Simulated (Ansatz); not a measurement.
CuO: single-point calculation (part 2 of 3)

Continued. System: CuO (4 atoms in the cell). Method: DFT PBE+U, scalar-relativistic, plane waves, PAW, Ueff = 7 eV on Cu atom 1 d; Ueff = 7 eV on Cu atom 2 d, spin-polarised (Ansatz 0.2.0); cutoff 420 eV, 7×7×4 k-mesh, Gaussian smearing of 0.05 eV, collinear spins. The structure derives from an entry of the Crystallography Open Database. It belongs to a series of runs on one base structure; here: random orbitals: random, high filling.

Geometry of the input (Å; fractional positions):
```
2.3418  -1.7113  0.0000
2.3418  1.7113  0.0000
-0.8500  0.0000  5.0579
Cu -0.0000  0.5000  0.0000
Cu 0.5000  0.0000  0.5000
O  0.5816  0.4184  0.2500
O  0.4184  0.5816  0.7500
```

Log, continued
```
SCF iter   1: F=—  HF=-14376.250309 eV  |F-HF|=—  |Δ(HF+E_count)|=         —  Δρ=6.72e-2 (↑6.54e-2 ↓6.72e-2)  dr2=3.05e0  dr2_m=4.71e-1  M=0.000 μB ∫|m|=1.912 μB  β_m=0.30  ethr=3.10e-3  ⟨swp⟩=5.1  Hψ=22294  notcnv=0  defer=167
preconditioner: auto → Resta (q_TF=auto, 2.825 Å⁻¹)  ε∞=6.1  [insulator: Δε(μ)=0.627 eV  Ē_g=15.035 eV  σ=0.050 eV  W_gap=1.00  n_scr=20 (ndim 8)  ℏωp=34.0 eV  f_vac=0.000  D(μ)=0.00/eV (n_scr^D=0)  ε∞_Penn≈6.1]
spin=Collinear: Resta preconditioning applied to the charge; magnetization (m = ρ↑ − ρ↓) channel mixes plain (no charge-response kernel on spin).
SCF iter   2: F=—  HF=-14376.172717 eV  |F-HF|=—  |Δ(HF+E_count)|=   7.76e-2  Δρ=4.01e-2 (↑3.88e-2 ↓4.01e-2)  dr2=7.31e-1  dr2_m=2.14e-1  M=0.000 μB ∫|m|=1.823 μB  β_m=0.30  ethr=3.10e-3  ⟨swp⟩=2.9  Hψ=11806  notcnv=0  defer=383
SCF iter   3: F=—  HF=-14376.215327 eV  |F-HF|=—  |Δ(HF+E_count)|=   4.26e-2  Δρ=2.41e-2 (↑2.37e-2 ↓2.41e-2)  dr2=1.78e-1  dr2_m=1.11e-1  M=0.004 μB ∫|m|=1.770 μB  β_m=0.30  ethr=1.46e-3  ⟨swp⟩=2.0  Hψ=7246  notcnv=0  defer=383
SCF iter   4: F=—  HF=-14376.242520 eV  |F-HF|=—  |Δ(HF+E_count)|=   2.72e-2  Δρ=1.38e-2 (↑1.38e-2 ↓1.36e-2)  dr2=1.35e-2  dr2_m=6.27e-2  M=0.010 μB ∫|m|=1.742 μB  β_m=0.30  ethr=3.57e-4  ⟨swp⟩=3.0  Hψ=13544  notcnv=0  defer=376
SCF iter   5: F=—  HF=-14376.271817 eV  |F-HF|=—  |Δ(HF+E_count)|=   2.93e-2  Δρ=9.39e-3 (↑9.26e-3 ↓9.39e-3)  dr2=1.89e-3  dr2_m=3.06e-2  M=0.007 μB ∫|m|=1.754 μB  β_m=1.00  ethr=2.71e-5  ⟨swp⟩=2.0  Hψ=10744  notcnv=0  defer=376
SCF iter   6: F=—  HF=-14376.290897 eV  |F-HF|=—  |Δ(HF+E_count)|=   1.91e-2  Δρ=1.84e-3 (↑1.82e-3 ↓1.84e-3)  dr2=2.39e-3  dr2_m=5.63e-4  M=0.002 μB ∫|m|=1.781 μB  β_m=1.00  ethr=3.78e-6  ⟨swp⟩=2.0  Hψ=11949  notcnv=0  defer=376
SCF iter   7: F=—  HF=-14376.304444 eV  |F-HF|=—  |Δ(HF+E_count)|=   1.35e-2  Δρ=4.98e-3 (↑4.98e-3 ↓4.69e-3)  dr2=2.23e-2  dr2_m=1.67e-3  M=0.007 μB ∫|m|=1.750 μB  β_m=0.30  ethr=3.78e-6  ⟨swp⟩=2.0  Hψ=11585  notcnv=0  defer=376
SCF iter   8: F=—  HF=-14376.306198 eV  |F-HF|=—  |Δ(HF+E_count)|=   1.75e-3  Δρ=9.06e-4 (↑9.06e-4 ↓8.92e-4)  dr2=5.80e-4  dr2_m=1.47e-4  M=0.001 μB ∫|m|=1.782 μB  β_m=1.00  ethr=3.78e-6  ⟨swp⟩=2.0  Hψ=13542  notcnv=0  defer=377
SCF iter   9: F=—  HF=-14376.308768 eV  |F-HF|=—  |Δ(HF+E_count)|=   2.57e-3  Δρ=2.64e-4 (↑2.64e-4 ↓2.50e-4)  dr2=3.74e-5  dr2_m=1.14e-5  M=0.002 μB ∫|m|=1.779 μB  β_m=0.30  ethr=1.16e-6  ⟨swp⟩=2.0  Hψ=9045  notcnv=0  defer=377
SCF iter  10: F=—  HF=-14376.310363 eV  |F-HF|=—  |Δ(HF+E_count)|=   1.60e-3  Δρ=1.78e-4 (↑1.54e-4 ↓1.78e-4)  dr2=1.03e-5  dr2_m=3.57e-6  M=0.001 μB ∫|m|=1.780 μB  β_m=0.30  ethr=7.48e-8  ⟨swp⟩=2.0  Hψ=10911  notcnv=0  defer=377
Mixer restart at iter 10: flushing history
spin-set hold released at iteration 10 (site moments contracting): the magnetisation degrees of freedom join the quasi-Newton model from the next iteration; the mixer history was flushed
SCF iter  11: F=—  HF=-14376.311174 eV  |F-HF|=—  |Δ(HF+E_count)|=   8.10e-4  Δρ=3.31e-4 (↑2.25e-4 ↓3.31e-4)  dr2=6.36e-5  dr2_m=5.91e-6  M=0.001 μB ∫|m|=1.782 μB  β_m=0.65  ethr=2.06e-8  ⟨swp⟩=2.0  Hψ=10911  notcnv=0  defer=377
SCF iter  12: F=—  HF=-14376.312135 eV  |F-HF|=—  |Δ(HF+E_count)|=   9.61e-4  Δρ=6.76e-4 (↑6.76e-4 ↓6.17e-4)  dr2=3.71e-4  dr2_m=2.28e-5  M=0.001 μB ∫|m|=1.781 μB  β_m=0.51  ethr=2.06e-8  ⟨swp⟩=3.0  Hψ=13766  notcnv=0  defer=377
SCF iter  13: F=—  HF=-14376.312040 eV  |F-HF|=—  |Δ(HF+E_count)|=   9.46e-5  Δρ=1.40e-4 (↑1.40e-4 ↓1.35e-4)  dr2=1.52e-5  dr2_m=2.86e-6  M=0.001 μB ∫|m|=1.784 μB  β_m=0.51  ethr=2.06e-8  ⟨swp⟩=2.6  Hψ=11705  notcnv=0  defer=377
Mixer restart at iter 13: flushing history
SCF iter  14: F=—  HF=-14376.323581 eV  |F-HF|=—  |Δ(HF+E_count)|=         —  Δρ=4.39e-4 (↑4.39e-4 ↓2.82e-4)  dr2=6.84e-5  dr2_m=2.59e-5  M=0.001 μB ∫|m|=1.781 μB  β_m=0.51  ethr=2.06e-8  ⟨swp⟩=1.1  Hψ=5980  notcnv=0  defer=377
SCF iter  15: F=—  HF=-14376.858759 eV  |F-HF|=—  |Δ(HF+E_count)|=   5.35e-1  Δρ=2.69e-2 (↑2.69e-2 ↓2.07e-2)  dr2=3.44e-1  dr2_m=1.06e-1  M=0.030 μB ∫|m|=1.567 μB  β_m=0.06  ethr=2.06e-8  ⟨swp⟩=3.1  Hψ=12874  notcnv=0  defer=377  recentre
SCF iter  16: F=—  HF=-14376.377129 eV  |F-HF|=—  |Δ(HF+E_count)|=   4.82e-1  Δρ=3.26e-3 (↑3.26e-3 ↓2.32e-3)  dr2=4.76e-3  dr2_m=1.44e-3  M=0.004 μB ∫|m|=1.760 μB  β_m=0.05  ethr=2.06e-8  ⟨swp⟩=2.7  Hψ=12905  notcnv=0  defer=375
SCF iter  17: F=—  HF=-14376.428383 eV  |F-HF|=—  |Δ(HF+E_count)|=   5.13e-2  Δρ=5.75e-3 (↑5.75e-3 ↓4.11e-3)  dr2=1.48e-2  dr2_m=4.56e-3  M=0.007 μB ∫|m|=1.741 μB  β_m=0.21  ethr=2.06e-8  ⟨swp⟩=2.0  Hψ=9277  notcnv=0  defer=375
SCF iter  18: F=—  HF=-14376.633831 eV  |F-HF|=—  |Δ(HF+E_count)|=   2.05e-1  Δρ=1.52e-2 (↑1.52e-2 ↓1.15e-2)  dr2=1.07e-1  dr2_m=3.32e-2  M=0.014 μB ∫|m|=1.665 μB  β_m=0.27  ethr=2.06e-8  ⟨swp⟩=2.9  Hψ=11498  notcnv=0  defer=375
SCF iter  19: F=—  HF=-14376.922345 eV  |F-HF|=—  |Δ(HF+E_count)|=   2.89e-1  Δρ=2.32e-2 (↑2.32e-2 ↓1.73e-2)  dr2=2.43e-1  dr2_m=7.69e-2  M=0.021 μB ∫|m|=1.601 μB  β_m=0.50  ethr=2.06e-8  ⟨swp⟩=3.0  Hψ=16559  notcnv=0  defer=375
SCF iter  20: F=—  HF=-14377.474726 eV  |F-HF|=—  |Δ(HF+E_count)|=   5.52e-1  Δρ=2.82e-2 (↑2.27e-2 ↓2.82e-2)  dr2=4.00e-1  dr2_m=1.13e-1  M=0.008 μB ∫|m|=1.557 μB  β_m=0.48  ethr=2.06e-8  ⟨swp⟩=4.4  Hψ=20676  notcnv=0  defer=376
SCF iter  21: F=—  HF=-14378.026365 eV  |F-HF|=—  |Δ(HF+E_count)|=   5.52e-1  Δρ=1.71e-2 (↑1.71e-2 ↓1.46e-2)  dr2=1.03e-1  dr2_m=4.81e-2  M=0.000 μB ∫|m|=1.617 μB  β_m=0.76  ethr=2.06e-8  ⟨swp⟩=4.2  Hψ=21583  notcnv=0  defer=380
SCF iter  22: F=—  HF=-14378.975023 eV  |F-HF|=—  |Δ(HF+E_count)|=   9.49e-1  Δρ=5.59e-2 (↑4.75e-2 ↓5.59e-2)  dr2=1.75e0  dr2_m=4.76e-1  M=-0.000 μB ∫|m|=1.189 μB  β_m=0.59  ethr=2.06e-8  ⟨swp⟩=4.2  Hψ=22964  notcnv=0  defer=382  recentre
SCF iter  23: F=—  HF=-14378.852362 eV  |F-HF|=—  |Δ(HF+E_count)|=   1.23e-1  Δρ=4.26e-2 (↑3.86e-2 ↓4.26e-2)  dr2=1.06e0  dr2_m=3.03e-1  M=-0.017 μB ∫|m|=1.231 μB  β_m=0.22  ethr=2.06e-8  ⟨swp⟩=4.4  Hψ=21189  notcnv=0  defer=382
SCF iter  24: F=—  HF=-14378.796994 eV  |F-HF|=—  |Δ(HF+E_count)|=   5.54e-2  Δρ=3.94e-2 (↑3.94e-2 ↓1.03e-2)  dr2=5.25e-1  dr2_m=1.70e-1  M=0.015 μB ∫|m|=1.208 μB  β_m=1.00  ethr=2.06e-8  ⟨swp⟩=4.9  Hψ=24485  notcnv=0  defer=381
SCF iter  25: F=—  HF=-14378.547716 eV  |F-HF|=—  |Δ(HF+E_count)|=   2.49e-1  Δρ=6.11e-2 (↑5.28e-2 ↓6.11e-2)  dr2=1.97e0  dr2_m=6.18e-1  M=-0.042 μB ∫|m|=1.043 μB  β_m=1.00  ethr=2.06e-8  ⟨swp⟩=5.0  Hψ=25531  notcnv=0  defer=381  recentre
SCF iter  26: F=—  HF=-14378.600877 eV  |F-HF|=—  |Δ(HF+E_count)|=   5.32e-2  Δρ=7.48e-2 (↑7.48e-2 ↓5.00e-2)  dr2=2.45e0  dr2_m=7.99e-1  M=-0.023 μB ∫|m|=0.620 μB  β_m=0.09  ethr=2.06e-8  ⟨swp⟩=4.6  Hψ=23142  notcnv=0  defer=380
SCF iter  27: F=—  HF=-14379.297757 eV  |F-HF|=—  |Δ(HF+E_count)|=   6.97e-1  Δρ=7.08e-2 (↑7.08e-2 ↓2.52e-2)  dr2=2.23e0  dr2_m=4.02e-1  M=0.024 μB ∫|m|=1.057 μB  β_m=0.58  ethr=2.06e-8  ⟨swp⟩=5.1  Hψ=27174  notcnv=0  defer=381
SCF iter  28: F=—  HF=-14379.705310 eV  |F-HF|=—  |Δ(HF+E_count)|=   4.08e-1  Δρ=2.29e-2 (↑2.00e-2 ↓2.29e-2)  dr2=2.62e-1  dr2_m=7.50e-2  M=0.000 μB ∫|m|=1.792 μB  β_m=0.59  ethr=2.06e-8  ⟨swp⟩=5.4  Hψ=29022  notcnv=0  defer=387
SCF iter  29: F=—  HF=-14379.862290 eV  |F-HF|=—  |Δ(HF+E_count)|=   1.57e-1  Δρ=1.45e-2 (↑8.79e-3 ↓1.45e-2)  dr2=4.98e-2  dr2_m=3.66e-2  M=0.000 μB ∫|m|=1.499 μB  β_m=0.55  ethr=2.06e-8  ⟨swp⟩=4.6  Hψ=24793  notcnv=0  defer=388
SCF iter  30: F=—  HF=-14379.856924 eV  |F-HF|=—  |Δ(HF+E_count)|=   5.37e-3  Δρ=2.81e-2 (↑1.49e-2 ↓2.81e-2)  dr2=3.03e-1  dr2_m=1.04e-1  M=0.000 μB ∫|m|=1.637 μB  β_m=0.77  ethr=2.06e-8  ⟨swp⟩=4.4  Hψ=21712  notcnv=0  defer=386  recentre
SCF iter  31: F=—  HF=-14379.855150 eV  |F-HF|=—  |Δ(HF+E_count)|=   1.77e-3  Δρ=1.18e-2 (↑8.85e-3 ↓1.18e-2)  dr2=5.35e-2  dr2_m=2.46e-2  M=0.000 μB ∫|m|=1.543 μB  β_m=0.70  ethr=2.06e-8  ⟨swp⟩=4.7  Hψ=23152  notcnv=0  defer=387
SCF iter  32: F=—  HF=-14379.889927 eV  |F-HF|=—  |Δ(HF+E_count)|=   3.48e-2  Δρ=6.98e-3 (↑4.31e-3 ↓6.98e-3)  dr2=1.03e-2  dr2_m=9.44e-3  M=0.000 μB ∫|m|=1.578 μB  β_m=0.66  ethr=2.06e-8  ⟨swp⟩=3.0  Hψ=17868  notcnv=0  defer=387
SCF iter  33: F=—  HF=-14379.898337 eV  |F-HF|=—  |Δ(HF+E_count)|=   8.41e-3  Δρ=2.26e-3 (↑2.15e-3 ↓2.26e-3)  dr2=9.18e-4  dr2_m=1.47e-3  M=0.000 μB ∫|m|=1.578 μB  β_m=0.78  ethr=2.06e-8  ⟨swp⟩=3.0  Hψ=16767  notcnv=0  defer=387
SCF iter  34: F=—  HF=-14379.899887 eV  |F-HF|=—  |Δ(HF+E_count)|=   1.55e-3  Δρ=5.34e-4 (↑4.91e-4 ↓5.34e-4)  dr2=9.55e-5  dr2_m=5.97e-5  M=0.000 μB ∫|m|=1.569 μB  β_m=0.89  ethr=2.06e-8  ⟨swp⟩=3.0  Hψ=14781  notcnv=0  defer=387
SCF iter  35: F=—  HF=-14379.900081 eV  |F-HF|=—  |Δ(HF+E_count)|=   1.95e-4  Δρ=6.78e-4 (↑3.46e-4 ↓6.78e-4)  dr2=2.88e-4  dr2_m=2.22e-5  M=0.000 μB ∫|m|=1.562 μB  β_m=0.90  ethr=2.06e-8  ⟨swp⟩=2.0  Hψ=11281  notcnv=0  defer=387
SCF iter  36: F=—  HF=-14379.900068 eV  |F-HF|=—  |Δ(HF+E_count)|=   1.32e-5  Δρ=4.15e-4 (↑3.18e-4 ↓4.15e-4)  dr2=1.14e-4  dr2_m=9.97e-6  M=0.000 μB ∫|m|=1.565 μB  β_m=0.76  ethr=2.06e-8  ⟨swp⟩=2.9  Hψ=12622  notcnv=0  defer=387
SCF iter  37: F=—  HF=-14379.900052 eV  |F-HF|=—  |Δ(HF+E_count)|=   1.62e-5  Δρ=1.73e-4 (↑1.73e-4 ↓1.70e-4)  dr2=2.36e-5  dr2_m=3.51e-6  M=0.000 μB ∫|m|=1.564 μB  β_m=0.88  ethr=2.06e-8  ⟨swp⟩=2.0  Hψ=11037  notcnv=0  defer=387
SCF iter  38: F=—  HF=-14379.900053 eV  |F-HF|=—  |Δ(HF+E_count)|=   9.37e-7  Δρ=9.58e-5 (↑4.66e-5 ↓9.58e-5)  dr2=4.22e-6  dr2_m=4.33e-7  M=0.000 μB ∫|m|=1.564 μB  β_m=0.91  ethr=2.06e-8  ⟨swp⟩=2.0  Hψ=9091  notcnv=0  defer=387
SCF iter  39: F=—  HF=-14379.900053 eV  |F-HF|=—  |Δ(HF+E_count)|=   8.05e-8  Δρ=3.65e-5 (↑2.75e-5 ↓3.65e-5)  dr2=9.91e-7  dr2_m=6.62e-8  M=0.000 μB ∫|m|=1.564 μB  β_m=0.95  ethr=8.44e-9  ⟨swp⟩=2.1  Hψ=8891  notcnv=0  defer=387
iter 40 did not close the SCF: its close was put off for a magnetic moment that had not settled (scf_convergence_deferred on its scf_iter line)
SCF iter  40: F=-14379.900053 eV  HF=-14379.900053 eV  |F-HF|=3.08e-8  |Δ(HF+E_count)|=   3.93e-7  Δρ=8.84e-6 (↑8.84e-6 ↓6.37e-6)  dr2=5.52e-8  dr2_m=7.58e-9  M=0.000 μB ∫|m|=1.564 μB  β_m=0.98  ethr=2.00e-10  ⟨swp⟩=9.9  Hψ=40726  notcnv=0
iter 41 met the thresholds in force, and the SCF goes on: an eigenvalue changes by 1.21 meV, over its tolerance of 0.50 meV (output.eigenvalues, Limitations)
SCF iter  41: F=-14379.900054 eV  HF=-14379.900054 eV  |F-HF|=2.95e-8  |Δ(HF+E_count)|=   9.26e-8  Δρ=5.52e-6 (↑5.52e-6 ↓2.87e-6)  dr2=1.84e-8  dr2_m=1.63e-9  M=0.000 μB ∫|m|=1.564 μB  β_m=0.90  ethr=1.10e-10  ⟨swp⟩=5.0  Hψ=35612  notcnv=0
SCF iter  42: F=-14379.900054 eV  HF=-14379.900054 eV  |F-HF|=1.68e-8  |Δ(HF+E_count)|=  3.37e-10  Δρ=5.71e-6 (↑5.71e-6 ↓2.55e-6)  dr2=1.64e-8  dr2_m=1.25e-9  M=0.000 μB ∫|m|=1.564 μB  ethr=3.67e-11  ⟨swp⟩=4.2  Hψ=32820  notcnv=0
WARN: hamiltonian.hubbard: on 2 of 4 specified blocks the occupation matrix of this SCF's result fails the test of the specified filling. At site 0 ↓ (sites count from 0 in the list of atoms of the cell that this SCF solves) the least filled combination of the orbitals specified full has occupation 0.451, and the fullest combination of the orbitals specified empty has occupation 0.968; the filling counts as kept where the first is at least 0.75 and exceeds the second by more than 0.25. The same holds at site 1 ↑. The state of this SCF's result may not hold the specified filling, though these bounds can also misjudge a state that does. This warning does not say which state is lower in energy, or whether the specified filling is a self-consistent state at all; see hamiltonian.hubbard.sites[].starting_ns, Limitations, and scf.initial_density.shell_occupations in the input reference
SCF 1 converged in 42 iterations: F = -14379.900054 eV  dr2 = 1.64e-8
  greatest PAW one-centre occupation: 1.000 electrons in one spin orbital (limit 2), on the Cu atom at site 1 (counted from 0), in its partial waves of l = 0
```

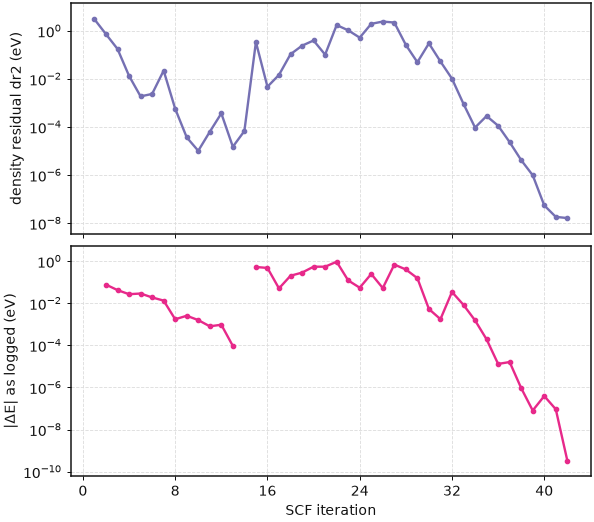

Figure 1. Convergence of the self-consistent field: density residual dr2 and size of the energy change against the SCF iteration. The residual falls unevenly and jumps up by a factor of two or more 12 times on the way down.

```
SCF converged after 42 iterations
an eigenvalue changed by more than its tolerance at an iteration that met the thresholds in force, so the SCF went on 1 time: the last check found none over its tolerance
Magnetization: 0.0000 μB (25.0000 up, 25.0000 down)
Absolute magnetization: 1.5463 μB (∫|ρ↑−ρ↓|, with the PAW one-centre terms)
Spin contamination: 0.8769 ħ² per cell (⟨S²⟩ above its minimum at these occupations)
Per-site moments (μB) at R_I (Å): [(0.5950415841867418, 0.8046939874849356), (-0.595047506052845, 0.8046939874849356), (2.2484305281032115e-6, 0.8046939874849356), (2.2484305281934777e-6, 0.8046939874849356)]
Free energy (F): -14379.900054 eV
Harris-Foulkes:  -14379.900054 eV  (|F-HF|=1.68e-8)
Internal energy: -14379.900054 eV  (E = F + TS)
E sigma→0 (E₀):  -14379.900054 eV
Fermi energy:    11.900566 eV
--- Per-component energies (eV) ---
  E_band       = -920.428000
  E_kinetic    = 943.408252
  E_local      = -9654.794791  (includes V_loc(G=0)·N_el)
  E_nonlocal   = 876.576936
  E_hartree    = 4178.905453
  E_xc         = -324.013362
  E_vxc        = -415.949359  (∫ρ·V_xc dr)
  E_hubbard    = 2.104415  (on-site DFT+U / exact-exchange correction)
  E_vhub       = -61.338349  (the Hubbard potential's part of the band-sum identity)
  E_paw        = -3637.763761  (= ΣΔE_a)
  E_vpaw       = -966.157645  (= ΣTr[D̂ρ^β])
  E_aug_tail   = 0.005649  (compensation charges beyond the density's cutoff)
  E_ewald      = -6764.328845
  E_smearing   = -0.000000  (= −TS)
  E_closure    = -0.000000  (closes the sum)
  Σ components = -14379.900054   (vs F -14379.900054, Δ=0.00e0)
--- Specified on-site occupations, and those of the state reported ---
  electrons in the specified blocks: 17.5000 specified, 18.7277 found
  site 0 (l=d) ↓: largest change of an orbital's occupation 0.9593; electrons 3.9000 specified, 4.4007 found; spectral distance 0.4047
  site 1 (l=d) ↑: largest change of an orbital's occupation 0.9443; electrons 3.9000 specified, 4.4007 found; spectral distance 0.4046
  site 0 (l=d) ↑: largest change of an orbital's occupation 0.0277; electrons 4.8500 specified, 4.9631 found; spectral distance 0.0522
  site 1 (l=d) ↓: largest change of an orbital's occupation 0.0277; electrons 4.8500 specified, 4.9631 found; spectral distance 0.0522
```
